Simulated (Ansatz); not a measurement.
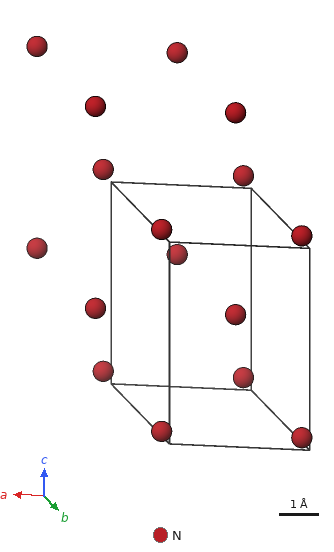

Reference structure: a symmetric starting cell of N. A ball-and-stick model of the cell of the calculation, repeated 2 × 2 × 2 with one cell outlined, seen from a free direction.

Level of theory: Ansatz 0.2.0, DFT r2SCAN, scalar-relativistic, plane waves, PAW. Settings: plane-wave cutoff 500 eV; k-point mesh 15 × 15 × 8; occupations gaussian; smearing width 0.1 eV; no spin polarisation.

Change: All lengths are scaled by +3.0 % (volume +9.3 %), the atoms keeping their fractional coordinates. No relaxation follows. The starting cell wasn't computed here and needn't be at equilibrium, so pressure and forces aren't due to the change alone.

**Predict the response.**

The pressure is −6.6 GPa (not all of it need come from the change, since the unchanged cell can be under pressure at this level too). All forces vanish by symmetry. The space group stays P6_3/mmc (No. 194).

Drawn alike, the variant:

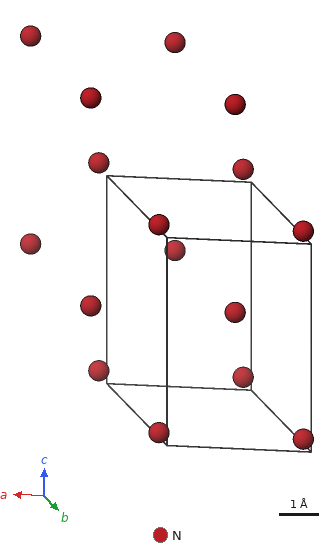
